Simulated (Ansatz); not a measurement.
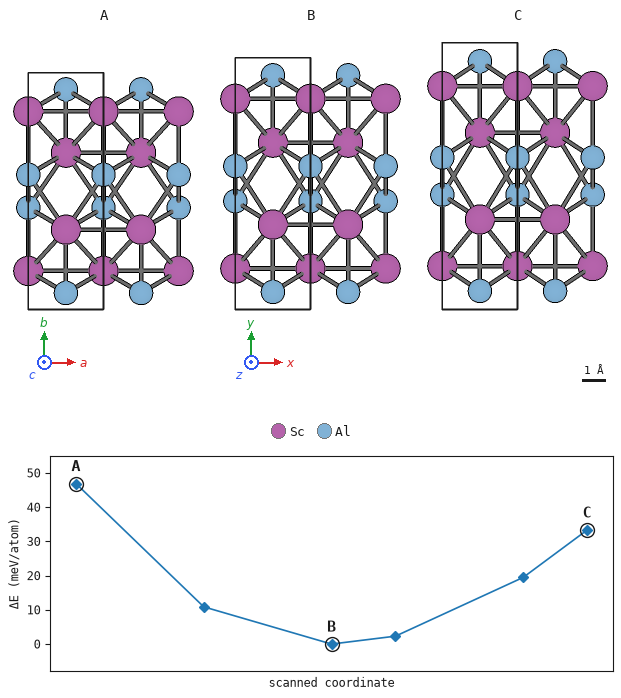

A scan of crystalline ScAl (Cmcm) along one coordinate. x, y and z are the Cartesian axes of the input. Style: ball-and-stick. Shown: the conventional cell (2 times the calculation's cell), repeated 2 × 1 × 1 with one cell outlined, along the c axis. Lengths and directions refer to the drawn axes.

These are results of DFT PBEsol, scalar-relativistic, plane waves, PAW (Ansatz), not measurements. Set-up: plane-wave cutoff 420 eV; k-point mesh 16 × 16 × 12; occupations gaussian; smearing width 0.15 eV; no spin polarisation. Energies (free energies at the smearing named) are counted from the relaxed crystal.

What is being scanned?

The cell is strained along y alone, with the atoms kept at their fractional coordinates. In the frames the strain is −0.06 (A), 0.00 (B), 0.06 (C). The lowest computed point lies at the strain 0.00 (0.0 meV/atom). The distortion keeps the space group Cmcm. At the strain −0.06 the cell of the drawing goes b 11.017 → 10.356 Å.
